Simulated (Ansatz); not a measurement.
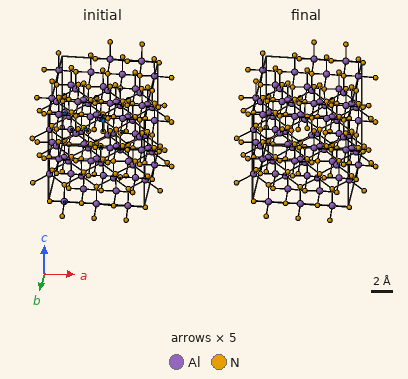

The structure of a defect cell of composition Al₄₇N₄₉ before (left) and after (right) a relaxation, at one scale. The blue arrows give the displacements, 5 times their true length.

A ball-and-stick model of the cell of the calculation (origin shifted), seen from a free direction.

Theory: Ansatz, DFT, PBEsol, PAW, plane waves. Settings: plane-wave cutoff 420 eV; k-point mesh 1 × 1 × 1; mesh shifted by (0.25, 0.25, 0.25); no spin polarisation; atoms relaxed in a fixed cell; force threshold 0.03 eV/Å; at most 80 steps.

> Summarise the run.

After 8 geometry steps the energy has fallen by 1.691 eV per cell of the calculation. The largest force component goes from 1.6 to 0.0085 eV/Å. An N atom moves most: 0.34 Å along +c. By element the largest moves are N 0.34 Å, Al 0.09 Å. The cell stays as it was. Among the contacts that change: N–N 1.898 → 1.333 Å, Al–N 1.890 → 2.028 Å, Al–N 1.964 → 1.837 Å, Al–N 1.932 → 2.041 Å. New bonds form, among them: N–N (1.90 → 1.33 Å). Among the angles between lasting bonds that change: Al–N–Al 108.0° → 117.2°, Al–N–Al 110.6° → 117.5°, N–Al–N 107.5° → 114.3°. Cost: 5.8 s on 1 × NVIDIA GB200 with 8 threads of Arm Neoverse-V2, peak memory 1.9 GiB.
